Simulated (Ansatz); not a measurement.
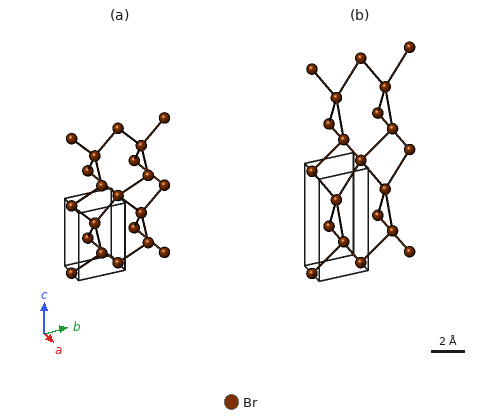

The structure of crystalline Br (a generated structure, set up in P6_422) (coarse preliminary run) before (left) and after (right) a relaxation, at one scale.

Style: ball-and-stick. Shown: the cell of the calculation, repeated 1 × 2 × 2 with one cell outlined, slightly off an axis.

Theory: DFT PBE, scalar-relativistic, plane waves, PAW (Ansatz).

Input
```yaml
crystal:
  lattice:
    - [3.87687772, 0.0, 0.0]
    - [-1.93843886, 3.3574746, 0.0]
    - [0.0, 0.0, 4.24524357]
  atoms:
    - { symbol: Br, position: [0.0, 0.5, 0.33333333] }
    - { symbol: Br, position: [0.5, 0.5, 0.66666667] }
    - { symbol: Br, position: [0.5, 0.0, 0.0] }
basis:
  ecutwfc: 420
kpoints:
  mp_grid: { grid: [6, 6, 4] }
hamiltonian:
  xc: pbe
scf:
  occupations: { method: gaussian, width: 0.1 }
  lower_state_search: "off"
output:
  forces: true
  stress: true
  eigenvalues: true
relax:
  adjacent_minimum: "off"
  f_tol: 0.04
  max_steps: 70
  cell: { stress_tol: 0.4 }
```

Launched with:
```bash
ansatz run input.yaml --threads 1 --pin off --max-ram 2560MiB --backend cpu --events-out ev --progress --plain --runs-dir out
```

> Summarise the run.

The energy falls by 1833 meV per atom in 11 accepted moves (13 points after the start). All forces vanish by symmetry, so only the cell relaxes. Pressure: 60.33 GPa at the start and −0.17 GPa at the end. At 2 points the geometry stayed and the basis and grid were re-selected for the new cell (energy shift of 59.5 meV per atom at most each time). The atoms keep their places relative to the cell (all moves are under 0.005 Å). The drawn cell changes as follows: a = b 3.877 → 4.076 Å (+5.1 %), c 4.245 → 6.455 Å (+52.1 %); the volume changes by +68.1 %. Near-neighbour distances that change, for instance: Br1–Br2 2.400 → 2.964 Å. Among the angles between lasting bonds that change: Br2–Br1–Br2 107.7° → 86.9°, Br2–Br1–Br3 91.2° → 106.9°, Br2–Br1–Br3 132.4° → 139.8°. The space group stays P6_422 (No. 181). The run took 29 s on 1 thread of Intel(R) Xeon(R) Processor @ 2.70GHz, on a shared host, peak memory 0.38 GiB.

Limits of the set-up: the k-point mesh is coarse for a cell with partly filled bands; an odd number of electrons was run without spin polarisation, which fails if the electron would localise.
